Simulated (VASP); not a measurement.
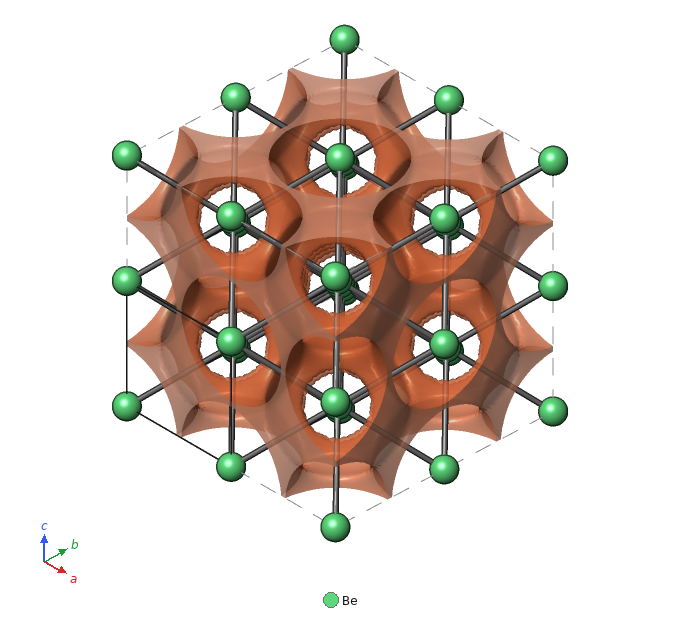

The orange surface encloses the points that the centre of a probe sphere of radius 0.10 Å can occupy in Be (Im-3m), computed on a grid of about 0.10 Å (2×2×2 cells shown, view from a free direction; pale faces close the region where the box cuts it).

Atoms are hard spheres with touching radii (half the shortest distance): Be 1.08 Å.

Origin of the cell: a cell listed in the Materials Project, as set up for an electronic-structure calculation.

```xyz
2
Lattice="2.5062 0.0000 0.0000 0.0000 2.5062 0.0000 0.0000 0.0000 2.5062" Properties=species:S:1:pos:R:3 pbc="T T T"
Be    0.0000    0.0000    0.0000
Be    1.2531    1.2531    1.2531
```

Describe the connectivity of the accessible space.

Where they connect, they form a three-dimensional network.

What share of the cell can the probe's centre reach?

About 15 % of the volume (2.4 Å³ of 15.7 Å³).

Give the largest included and the largest free sphere.

The largest sphere that fits anywhere has a diameter of 0.63 Å; the largest that can travel through the crystal, about 0.5 Å.

How does the connectivity change as the probe shrinks?

Below a radius of about 0.24 Å the space forms a three-dimensional network. These are grid estimates, good to about 0.05 Å.
